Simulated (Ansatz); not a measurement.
**What a change does: single-point calculation on Ag**

System: Ag (4 atoms in the cell).
Method of run 1: DFT r2SCAN, scalar-relativistic, plane waves, PAW, no spin polarisation (Ansatz 0.2.0).

The structure derives from a Materials Project entry. Text and figures count atoms from 1; the logs count them from 0 in places.

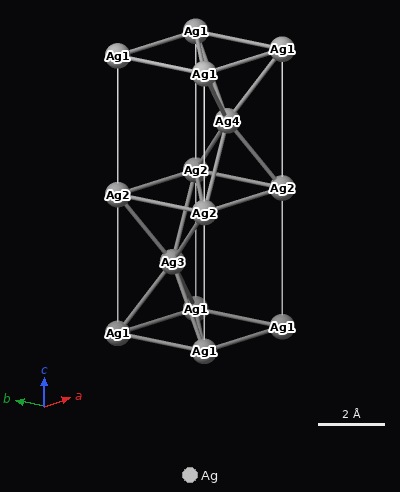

The structure as given in the input (ball-and-stick view of the cell of the calculation, seen at an oblique angle; atoms are numbered from 1 in the order of the input). An atom can appear more than once, as a periodic image.

## Input, run 1
```yaml
crystal:
  lattice:
    - [2.9111314733, 0.0, 0.0]
    - [-1.4555657366, 2.5211138096, 0.0]
    - [0.0, 0.0, 9.46370874]
  atoms:
    - { symbol: Ag, position: [0.0, 0.0, 0.0] }
    - { symbol: Ag, position: [0.0, 0.0, 0.5] }
    - { symbol: Ag, position: [0.33333333, 0.66666667, 0.25] }
    - { symbol: Ag, position: [0.66666667, 0.33333333, 0.75] }
basis:
  ecutwfc: 500
kpoints:
  mp_grid: { grid: [6, 6, 2] }
hamiltonian:
  xc: r2scan
scf:
  occupations: { method: gaussian, width: 0.1 }
output:
  forces: true
  stress: true
  eigenvalues: true
```

Launched with:
```bash
ansatz run input.yaml --threads 1 --pin off --max-ram 2560MiB --backend cpu --events-out ev --progress --plain --runs-dir out
```

Hardware: 1 thread of AMD EPYC (Zen 3), 189 GiB of memory available, shared host.

## Output, shortened to warnings, some set-up lines, iterations and results (run 1)
```
Basis set: ecut = 500 eV, 1775 PW (Γ), exchange–correlation on 96×96×288 points (64 copies of the dense FFT grid, shifted against one another)
Symmetry: 24 space group operations
k-points: 14 of 72
Initial density: superposition of atomic densities (neutral atoms: chi_scale 0, normalization atom), corrected by the library's trained network
[...]
SCF iter   1: F=—  HF=-30415.716592 eV  |F-HF|=—  |Δ(HF+E_count)|=         —  Δρ=1.19e-2  dr2=9.42e-2  dr2_τ=2.10e-3  ethr=1.77e-3  ⟨swp⟩=5.6  Hψ=2098  notcnv=0  defer=14
SCF iter   2: F=—  HF=-30415.698439 eV  |F-HF|=—  |Δ(HF+E_count)|=   1.82e-2  Δρ=5.42e-3  dr2=1.24e-2  dr2_τ=2.15e-3  ethr=1.24e-4  ⟨swp⟩=2.5  Hψ=1057  notcnv=0  defer=19
SCF iter   3: F=—  HF=-30415.699894 eV  |F-HF|=—  |Δ(HF+E_count)|=   1.46e-3  Δρ=2.13e-3  dr2=2.43e-3  dr2_τ=9.07e-5  ethr=1.64e-5  ⟨swp⟩=1.0  Hψ=610  notcnv=0  defer=9
SCF iter   4: F=—  HF=-30415.700014 eV  |F-HF|=—  |Δ(HF+E_count)|=   1.19e-4  Δρ=4.25e-4  dr2=5.90e-5  dr2_τ=8.86e-6  ethr=3.19e-6  ⟨swp⟩=2.0  Hψ=892  notcnv=0  defer=9
SCF iter   5: F=—  HF=-30415.700093 eV  |F-HF|=—  |Δ(HF+E_count)|=   7.98e-5  Δρ=8.61e-5  dr2=5.26e-6  dr2_τ=2.92e-7  ethr=7.77e-8  ⟨swp⟩=2.2  Hψ=1131  notcnv=0  defer=9
SCF iter   6: F=—  HF=-30415.700100 eV  |F-HF|=—  |Δ(HF+E_count)|=   6.95e-6  Δρ=3.76e-5  dr2=8.73e-7  dr2_τ=4.71e-8  ethr=6.92e-9  ⟨swp⟩=2.0  Hψ=919  notcnv=0  defer=9
SCF iter   7: F=-30415.700101 eV  HF=-30415.700101 eV  |F-HF|=5.24e-8  |Δ(HF+E_count)|=   6.60e-7  Δρ=1.19e-5  dr2=8.60e-8  dr2_τ=6.39e-9  ethr=1.32e-10  ⟨swp⟩=7.1  Hψ=3033  …
SCF 1 converged in 7 iterations: F = -30415.700101 eV  dr2 = 8.60e-8
SCF converged after 7 iterations
Free energy (F): -30415.700101 eV
Harris-Foulkes:  -30415.700101 eV  (|F-HF|=5.24e-8)
Internal energy: -30415.690159 eV  (E = F + TS)
E sigma→0 (E₀):  -30415.695130 eV
Entropy (-TS):   -0.009942 eV (-2.486 meV/atom)
Fermi energy:    16.783840 eV
--- Per-component energies (eV) ---
  E_band       = -1042.931535
  E_kinetic    = 2112.660243
  E_local      = -8909.234151  (includes V_loc(G=0)·N_el)
  E_nonlocal   = 325.348775
  E_hartree    = 4056.973398
  E_xc         = -713.737752
  E_vxc        = -1051.527791  (∫ρ·V_xc dr)
  E_paw        = -15689.889999  (= ΣΔE_a)
  E_vpaw       = -1709.855425  (= ΣTr[D̂ρ^β])
  E_aug_tail   = 0.000248  (compensation charges beyond the density's cutoff)
  E_vtau       = 75.710003  (kinetic-family band-sum trace: ∫τ·v_τ [+ j·A + Jᵃ·Aᵃ] dr)
  E_ewald      = -11595.773677
  E_core_change = -2.037243  (= ΣΔE_core)
  E_smearing   = -0.009942  (= −TS)
  E_closure    = 0.000000  (closes the sum)
  Σ components = -30415.700101   (vs F -30415.700101, Δ=0.00e0)
--- Forces (eV/Å), atoms counted from 1 ---
  atom   1  Ag     0.00000000    -0.00000000    -0.00000000
  atom   2  Ag     0.00000000    -0.00000000     0.00000000
  atom   3  Ag    -0.00000000     0.00000000     0.00000000
  atom   4  Ag     0.00000000    -0.00000000     0.00000000
  max |Σ_I F_I| component: 2.31e-18 eV/Å
--- Stress (GPa, compression-positive) ---
        1.232584      -0.000000       0.000000
       -0.000000       1.232584       0.000000
        0.000000       0.000000      -1.536766
  P = ⅓ Tr σ = 0.3095 GPa (3.095 kbar)
```

For run 2 the input was changed thus:
```diff
-    - [2.9111314733, 0.0, 0.0]
-    - [-1.4555657366, 2.5211138096, 0.0]
-    - [0.0, 0.0, 9.46370874]
+    - [2.9033875881, 0.0, 0.0]
+    - [-1.451693794, 2.5144074083, 0.0]
+    - [0.0, 0.0, 9.4833734539]
-    - { symbol: Ag, position: [0.33333333, 0.66666667, 0.25] }
-    - { symbol: Ag, position: [0.66666667, 0.33333333, 0.75] }
+    - { symbol: Ag, position: [0.3333333333, 0.6666666667, 0.25] }
+    - { symbol: Ag, position: [0.6666666667, 0.3333333333, 0.75] }
-  mp_grid: { grid: [6, 6, 2] }
+  mp_grid: { grid: [24, 24, 6] }
```

How does run 2 compare with run 1?

With the same functional and potentials, run 2 lies 19.2 meV per atom lower (other lines of the input change too). The pressure goes from 0.31 to −0.08 GPa. The volume per atom goes from 17.36 to 17.31 Å³. The SCF takes 8 iterations against 7. The irreducible k-points go from 14 to 244. The plane waves at Γ go from 1775 to 1763. On the same kind of shared host run 2 took about 15 times as long.

## Output, shortened to warnings, some set-up lines, iterations and results (run 2)
```
Basis set: ecut = 500 eV, 1763 PW (Γ), exchange–correlation on 96×96×288 points (64 copies of the dense FFT grid, shifted against one another)
Symmetry: 24 space group operations
k-points: 244 of 3456
Initial density: superposition of atomic densities (neutral atoms: chi_scale 0, normalization atom), corrected by the library's trained network
[...]
SCF iter   1: F=—  HF=-30415.789953 eV  |F-HF|=—  |Δ(HF+E_count)|=         —  Δρ=1.10e-2  dr2=7.70e-2  dr2_τ=2.21e-3  ethr=1.77e-3  ⟨swp⟩=5.6  Hψ=36023  notcnv=0  defer=290
SCF iter   2: F=—  HF=-30415.776192 eV  |F-HF|=—  |Δ(HF+E_count)|=   1.38e-2  Δρ=5.48e-3  dr2=1.46e-2  dr2_τ=1.83e-3  ethr=1.01e-4  ⟨swp⟩=2.2  Hψ=18330  notcnv=0  defer=337
SCF iter   3: F=—  HF=-30415.776588 eV  |F-HF|=—  |Δ(HF+E_count)|=   3.96e-4  Δρ=1.89e-3  dr2=2.20e-3  dr2_τ=7.51e-5  ethr=1.93e-5  ⟨swp⟩=1.0  Hψ=10577  notcnv=0  defer=337
SCF iter   4: F=—  HF=-30415.776720 eV  |F-HF|=—  |Δ(HF+E_count)|=   1.32e-4  Δρ=4.66e-4  dr2=7.32e-5  dr2_τ=1.00e-5  ethr=2.89e-6  ⟨swp⟩=2.0  Hψ=15635  notcnv=0  defer=337
SCF iter   5: F=—  HF=-30415.776826 eV  |F-HF|=—  |Δ(HF+E_count)|=   1.06e-4  Δρ=9.40e-5  dr2=6.05e-6  dr2_τ=3.19e-7  ethr=9.64e-8  ⟨swp⟩=2.2  Hψ=17399  notcnv=0  defer=337
SCF iter   6: F=—  HF=-30415.776841 eV  |F-HF|=—  |Δ(HF+E_count)|=   1.47e-5  Δρ=2.83e-5  dr2=4.64e-7  dr2_τ=1.40e-8  ethr=7.96e-9  ⟨swp⟩=2.0  Hψ=15993  notcnv=0  defer=337
SCF iter   7: F=—  HF=-30415.776842 eV  |F-HF|=—  |Δ(HF+E_count)|=   8.86e-7  Δρ=1.46e-5  dr2=1.18e-7  dr2_τ=8.48e-9  ethr=1.32e-10  ⟨swp⟩=9.3  Hψ=50079  notcnv=0
SCF iter   8: F=-30415.776842 eV  HF=-30415.776842 eV  |F-HF|=4.97e-9  |Δ(HF+E_count)|=   8.54e-8  Δρ=5.66e-6  dr2=1.98e-8  dr2_τ=7.36e-10  ethr=1.32e-10  ⟨swp⟩=4.0  Hψ=35661 …
SCF 1 converged in 8 iterations: F = -30415.776842 eV  dr2 = 1.98e-8
SCF converged after 8 iterations
Free energy (F): -30415.776842 eV
Harris-Foulkes:  -30415.776842 eV  (|F-HF|=4.97e-9)
Internal energy: -30415.772577 eV  (E = F + TS)
E sigma→0 (E₀):  -30415.774710 eV
Entropy (-TS):   -0.004265 eV (-1.066 meV/atom)
Fermi energy:    17.096288 eV
--- Per-component energies (eV) ---
  E_band       = -1039.529426
  E_kinetic    = 2112.224653
  E_local      = -8886.918205  (includes V_loc(G=0)·N_el)
  E_nonlocal   = 325.054377
  E_hartree    = 4047.593004
  E_xc         = -713.777913
  E_vxc        = -1051.598118  (∫ρ·V_xc dr)
  E_paw        = -15689.515998  (= ΣΔE_a)
  E_vpaw       = -1709.203362  (= ΣTr[D̂ρ^β])
  E_aug_tail   = 0.000240  (compensation charges beyond the density's cutoff)
  E_vtau       = 75.713480  (kinetic-family band-sum trace: ∫τ·v_τ [+ j·A + Jᵃ·Aᵃ] dr)
  E_ewald      = -11608.395493
  E_core_change = -2.037243  (= ΣΔE_core)
  E_smearing   = -0.004265  (= −TS)
  E_closure    = 0.000000  (closes the sum)
  Σ components = -30415.776842   (vs F -30415.776842, Δ=0.00e0)
--- Forces (eV/Å), atoms counted from 1 ---
  atom   1  Ag     0.00000000    -0.00000000     0.00000000
  atom   2  Ag    -0.00000000    -0.00000000     0.00000000
  atom   3  Ag    -0.00000000     0.00000000     0.00000000
  atom   4  Ag     0.00000000     0.00000000     0.00000000
  max |Σ_I F_I| component: 8.41e-30 eV/Å
--- Stress (GPa, compression-positive) ---
       -0.151012      -0.000000       0.000000
       -0.000000      -0.151012       0.000000
        0.000000       0.000000       0.053225
  P = ⅓ Tr σ = -0.0829 GPa (-0.829 kbar)
```

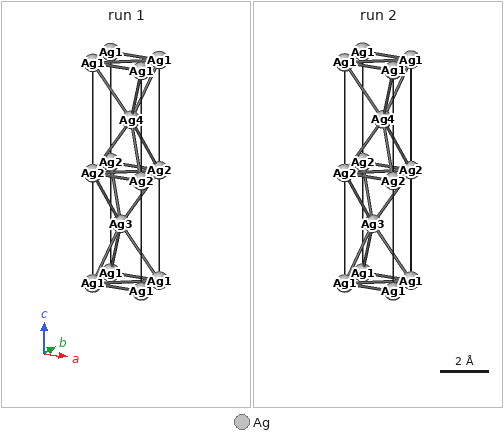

The two input geometries at one scale (ball-and-stick view of the cell of the calculation, seen slightly off an axis). No atom moves by more than 0.005 Å relative to the cell. Cell: a = b 2.911 → 2.903 Å (−0.3 %), c 9.464 → 9.483 Å (+0.2 %). Volume −0.3 %. Among the contacts that change: Ag1–Ag1 2.911 → 2.903 Å.

## The two runs side by side

| quantity | run 1 | run 2 |
| --- | --- | --- |
| outcome | converged | converged |
| free energy per atom (eV) | −7603.9250 | −7603.9442 |
| energy per atom, smearing taken to zero (eV) | −7603.9238 | −7603.9437 |
| gap on the mesh (eV) | 0.00 | 0.00 |
| pressure (GPa) | 0.31 | −0.08 |
| volume per atom (Å³) | 17.36 | 17.31 |
| largest force (eV/Å) | 0.000 | 0.000 |
| SCF iterations | 7 | 8 |
| irreducible k-points | 14 | 244 |
| plane waves at Γ | 1775 | 1763 |
| wall time (shared host) | 10 s | 2.4 min |
